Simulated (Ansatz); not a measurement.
Single-point calculation of C

C (Fmmm, 2 atoms in the cell), computed with DFT LDA, scalar-relativistic, plane waves, PAW, no spin polarisation (Ansatz 0.2.0).

The structure derives from an entry of the Crystallography Open Database. It belongs to a series of runs on one base structure; here: strain +0.0300 x Voigt [1, 0, 0, 0, 0, 0], atoms carried along. Figures and captions count atoms from 1; the log counts them from 0 in places.

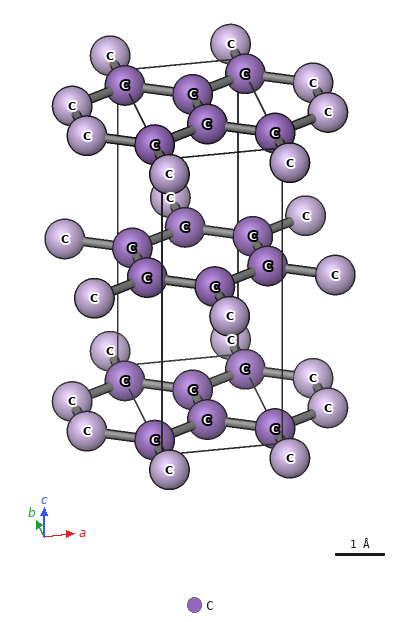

*The input geometry (ball-and-stick view of the cell 4 times as large as that of the calculation, set on its symmetry axes, seen at an oblique angle; neighbours outside the cell are drawn fainter). An atom can appear more than once, as a periodic image.*

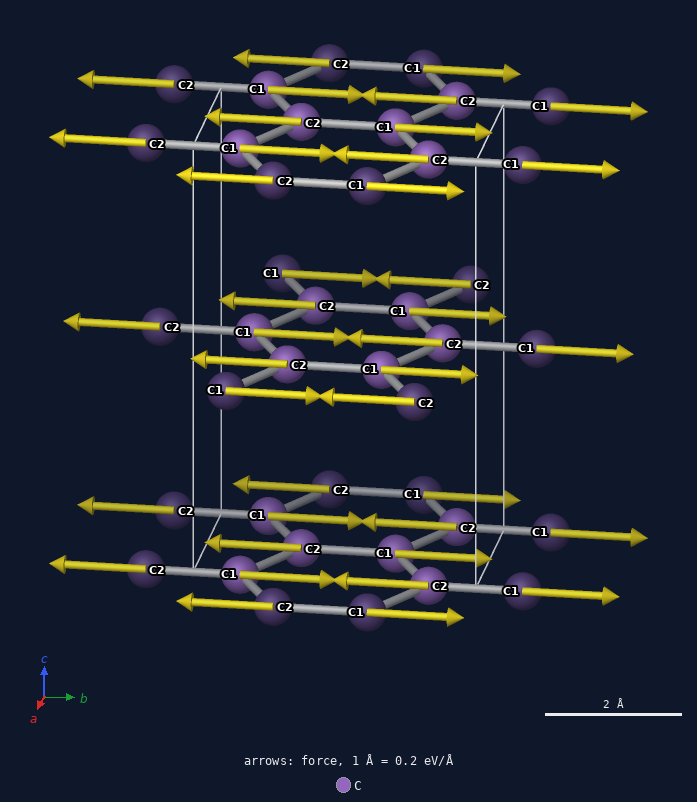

*Forces on the atoms as yellow arrows (ball-and-stick view of the cell 4 times as large as that of the calculation, set on its symmetry axes, seen at an oblique angle; neighbours outside the cell are drawn fainter; atoms are numbered from 1 in the order of the input).*

The largest act on C1, C2 (0.29 eV/Å). The geometry is not a stationary point of this energy.

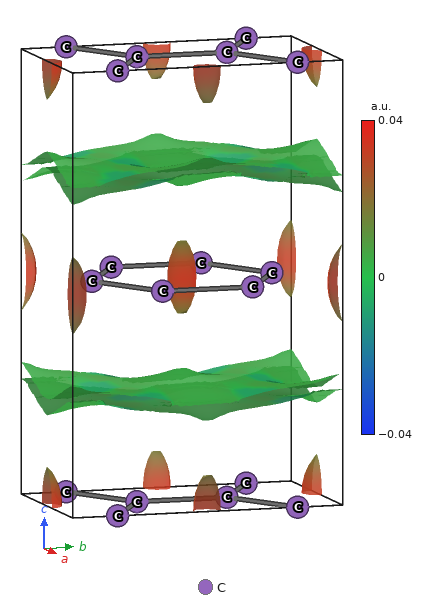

*Non-covalent interaction (NCI) plot: the surface where the reduced density gradient is 0.5, for densities under 0.05 a.u., coloured by sign(λ₂)ρ; seen slightly off an axis. The outline is the cell set on symmetry axes.*

Sheets between layers or molecules: weak, van der Waals-like contact (green) (×2); inside the ring or cage of C: steric crowding (red) (×4). In a PAW calculation such maps are meaningful between the atoms, not at the nuclei.

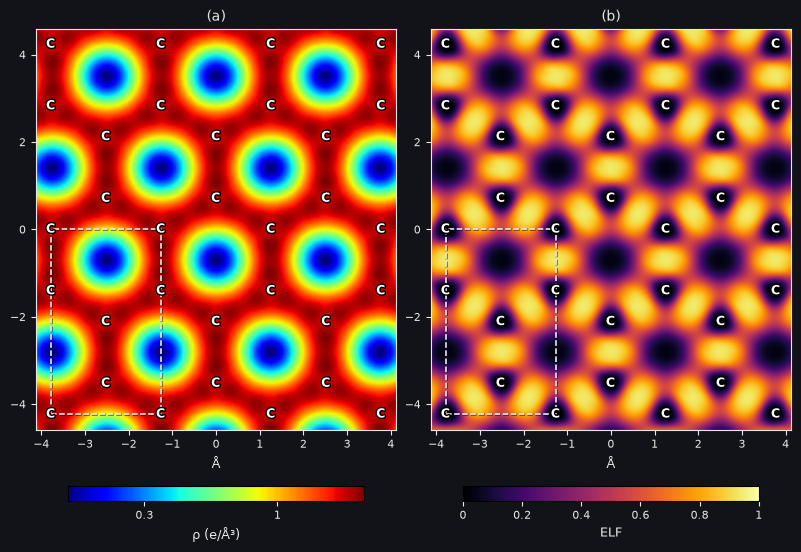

*(a) valence pseudo-density; (b) electron localisation function on the (001) plane of the conventional cell.*

C–C (1.41 Å): ρ is about 2.1 e/Å³ halfway; the ELF peaks at about 0.95 between the atoms (a covalent bond). Away from the nuclei the density in this plane falls to 0.15 e/Å³ at its lowest.

These pictures come from the run below.

Input
```yaml
crystal:
  lattice:
    - [0.0, 2.1166507492, 3.3597492418]
    - [1.2594682077, 0.0, 3.3597492418]
    - [1.2594682077, 2.1166507492, 0.0]
  atoms:
    - { symbol: C, position: [0.1667065656, 0.8332934344, 0.1667065656] }
    - { symbol: C, position: [0.8332934344, 0.1667065656, 0.8332934344] }
basis:
  ecutwfc: 420
kpoints:
  mp_grid: { grid: [16, 16, 16] }
hamiltonian:
  xc: lda
scf:
  occupations: { method: gaussian, width: 0.03 }
output:
  forces: true
  stress: true
  eigenvalues: true
  write_density: true
  write_potential: true
  elf: true
  volumetric_format: npy
```

Launched with:
```bash
ansatz run input.yaml --threads 1 --pin off --max-ram 2560MiB --backend cpu --events-out ev --progress --plain --runs-dir out
```

The program's output
```
Engine: ansatz 0.2.0, aarch64-unknown-linux-gnu
Pseudopotentials: kind: paw
Pseudopotential: C, paw, valence charge 4, recommended cutoff 420 eV (normal), C.paw.azcp
Functional definition: SPW92
  exchange = slater_x
  correlation = pw_c
Crystal: 2 atoms, lattice volume = 17.913 Å³
Basis set: ecut = 420 eV, 333 PW (Γ)
Bands: 8, of which v1, the nominal top of the filled ones, is band 4 counted from 1 (3 counted from 0)
Symmetry: 8 space group operations
Space group: Fmmm (ITA 69), of the structure as read, at distance tolerance 2.6e-5 Å
k-points: 621 of 4096
Non-local potential: C, projectors of the file, l = 0: 2, l = 1: 2, l = 2: 1
PAW form: soft (Blöchl's): semilocal exchange-correlation on the pseudo side does not see the compensation charge
PAW frozen core: C, regenerated for the run's functional, and the local potential with it (the file was generated under x = pbe(κ = 0.804, μ = 0.2195149727645171), c = pbe(β = 0.06672455060314922))
PAW one-centre angular grid: C, 110 points (default); XC on 64 Gauss nodes
Initial density: superposition of atomic densities (neutral atoms: chi_scale 0, normalization atom), corrected by the library's trained network
Initial wavefunctions: pseudopotential atomic-orbital guess
Functional: x = slater, c = lda
SCF iter   1: F=—  HF=-485.913298 eV  |F-HF|=—  |Δ(HF+E_count)|=         —  Δρ=5.90e-3  dr2=2.15e-3  ethr=1.77e-3  ⟨swp⟩=4.4  Hψ=32152  notcnv=0
preconditioner: auto → none  [insulator: Δε(μ)=0.152 eV  Ē_g=17.982 eV  σ=0.030 eV  W_gap=1.00  n_scr=2 (ndim 8)  ℏωp=24.8 eV  f_vac=0.004  D(μ)=0.00/eV (n_scr^D=0)  ε∞_Penn≈2.9]
SCF iter   2: F=—  HF=-485.913197 eV  |F-HF|=—  |Δ(HF+E_count)|=   1.02e-4  Δρ=2.88e-3  dr2=5.10e-4  ethr=2.68e-5  ⟨swp⟩=1.3  Hψ=10240  notcnv=0
SCF iter   3: F=—  HF=-485.913109 eV  |F-HF|=—  |Δ(HF+E_count)|=   8.72e-5  Δρ=2.14e-4  dr2=1.09e-5  ethr=6.38e-6  ⟨swp⟩=1.0  Hψ=4968  notcnv=0
SCF iter   4: F=—  HF=-485.913106 eV  |F-HF|=—  |Δ(HF+E_count)|=   3.21e-6  Δρ=9.45e-5  dr2=2.29e-6  ethr=1.36e-7  ⟨swp⟩=1.9  Hψ=6468  notcnv=0
iter 5 did not close the SCF: its close was put off for the readings that it lacked (scf_convergence_deferred on its scf_iter line)
SCF iter   5: F=-485.913105 eV  HF=-485.913105 eV  |F-HF|=6.30e-8  |Δ(HF+E_count)|=   1.01e-6  Δρ=2.30e-5  dr2=8.84e-8  ethr=2.86e-8  ⟨swp⟩=2.1  Hψ=7290  notcnv=0
SCF iter   6: F=-485.913105 eV  HF=-485.913105 eV  |F-HF|=2.36e-9  |Δ(HF+E_count)|=   4.01e-8  Δρ=4.74e-6  dr2=3.38e-9  ethr=1.11e-9  ⟨swp⟩=6.0  Hψ=25669  notcnv=0
SCF 1 converged in 6 iterations: F = -485.913105 eV  dr2 = 3.38e-9
  greatest PAW one-centre occupation: 0.661 electrons in one spin orbital (limit 2), on the C atom at site 1 (counted from 0), in its partial waves of l = 0
SCF converged after 6 iterations
Free energy (F): -485.913105 eV
Harris-Foulkes:  -485.913105 eV  (|F-HF|=2.36e-9)
Internal energy: -485.913105 eV  (E = F + TS)
E sigma→0 (E₀):  -485.913105 eV
Entropy (-TS):   -0.000000 eV (-0.000 meV/atom)
Fermi energy:    6.593506 eV
--- Per-component energies (eV) ---
  E_band       = -19.440458
  E_kinetic    = 180.482737
  E_local      = -305.128239  (includes V_loc(G=0)·N_el)
  E_nonlocal   = 56.465795
  E_hartree    = 90.782147
  E_xc         = -94.645993
  E_vxc        = -117.649372  (∫ρ·V_xc dr)
  E_paw        = -183.640197  (= ΣΔE_a)
  E_vpaw       = -15.174787  (= ΣTr[D̂ρ^β])
  E_aug_tail   = 0.000017  (compensation charges beyond the density's cutoff)
  E_ewald      = -230.355037
  E_core_change = 0.125665  (= ΣΔE_core)
  E_smearing   = -0.000000  (= −TS)
  E_closure    = -0.000000  (closes the sum)
  Σ components = -485.913105   (vs F -485.913105, Δ=0.00e0)
--- Forces (eV/Å), atoms counted from 1 ---
  atom   1  C      0.00000000     0.29111738     0.00000000
  atom   2  C     -0.00000000    -0.29111738    -0.00000000
  max |Σ_I F_I| component: 0.00e0 eV/Å
--- Stress (GPa, compression-positive) ---
      -30.343772      -0.000000      -0.000000
       -0.000000      -4.935057      -0.000000
       -0.000000      -0.000000       0.109414
  P = ⅓ Tr σ = -11.7231 GPa (-117.231 kbar)
--- Band table (eV; the first three rows and the last of 621) ---
  k-point 0: bands = ["-12.7484", "0.1302", "3.5024", "3.5820", "10.5028", "14.4543", "14.9684", "17.5412"]
  k-point 1: bands = ["-12.6554", "0.2076", "3.1490", "3.3819", "10.6599", "14.6114", "15.2875", "17.2119"]
  k-point 2: bands = ["-12.3770", "0.4417", "2.1571", "2.9079", "11.1284", "14.8342", "16.2366", "16.3157"]
  k-point 620: bands = ["-12.4281", "-1.9260", "3.4621", "3.5916", "14.3424", "14.9421", "16.6920", "17.7341"]
```

Summary

```csv
quantity,value
outcome,converged
space group (tolerance 0.01 Å),Fmmm (69)
electrons treated,8
free energy,−485.9131 eV
Fermi energy,6.594 eV
gap on the k-point mesh,0.15 eV
pressure,−11.72 GPa
largest force (length of the vector),0.291 eV/Å
hardware,"1 thread of Arm Neoverse V2, 128 GiB of memory available, shared host"
wall time,7.1 s
peak memory,0.36 GiB
```
